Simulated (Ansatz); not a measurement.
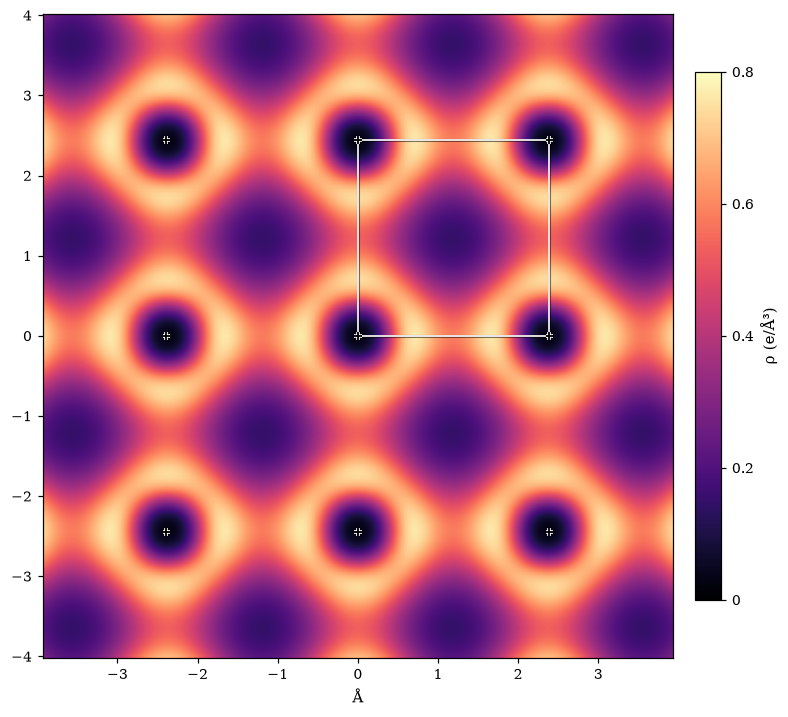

The valence electron density on a plane through atoms (crosses mark nuclei in the plane).

The calculation used Ansatz, DFT r2SCAN, scalar-relativistic, plane waves, PAW.

Candidates:
A. P, a = 2.39 Å, b = 2.39 Å, c = 2.44 Å, α = 90.00°, β = 90.00°, γ = 90.00°. Space group P4/mmm; changed on purpose from its base cell (biaxial strain in the a-b plane, c and atoms relaxed: -2.0 %); computed pressure about 5 GPa in this cell; computed without spin polarisation.
B. C, a = 3.49 Å, b = 3.49 Å, c = 3.49 Å, α = 90.00°, β = 90.00°, γ = 90.00°. Space group Fd-3m; changed on purpose from its base cell (volume × 0.94); computed pressure about 31 GPa in this cell.

Question: Which candidate gave the map?

Answer: Candidate A: P on the (100) plane of the conventional cell, which holds P. P–P (2.39 Å): ρ at the midpoint is about 0.58 e/Å³. P–P (2.44 Å): the density is about 0.53 e/Å³ at the midpoint.
